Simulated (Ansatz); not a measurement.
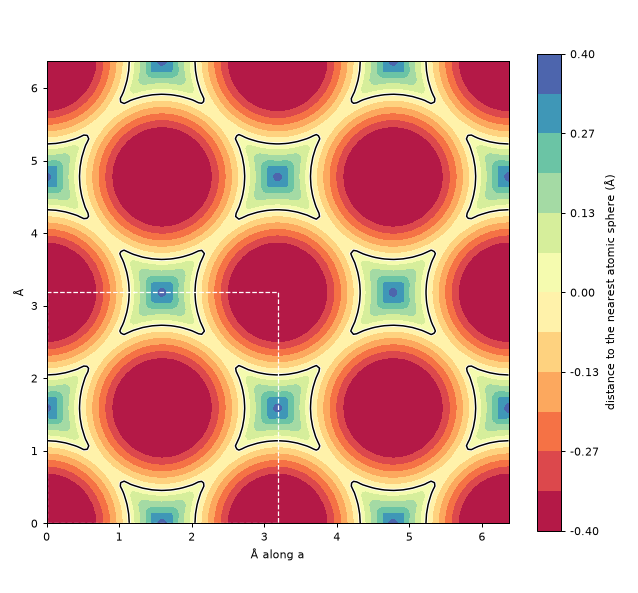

Map of the distance to the nearest atomic sphere in W (Im-3m, No. 229), computed on the section y = 0.250 (parallel to a and c; the dashed line is one cell). The black line marks the spheres' surfaces; positive values are empty space; unlabelled circles belong to atoms above or below the section.

Hard-sphere model; metallic radii: W 1.39 Å.

Origin of the cell: the end point of a relaxation with DFT PBE, scalar-relativistic, plane waves, PAW (Ansatz).

```
CELL_PARAMETERS angstrom
3.18356 0.00000 0.00000
0.00000 3.18356 0.00000
0.00000 0.00000 3.18356
ATOMIC_POSITIONS crystal
W 0.00000 0.00000 0.00000
W 0.50000 0.50000 0.50000
```

**Where is the largest hole in this section, and how large is it?**

At 0.000, 0.250, 0.500 (fractional), where the distance reaches 0.39 Å; it is enclosed by 4 W in a tetrahedral arrangement. It is the largest hole of the crystal.

**How much of the crystal lies outside the spheres?**

About 30 % of the cell's volume, and 20 % of this section's area.

**What can pass through?**

The largest sphere that fits anywhere has a diameter of 0.78 Å; the largest that can travel through the crystal, about 0.6 Å.
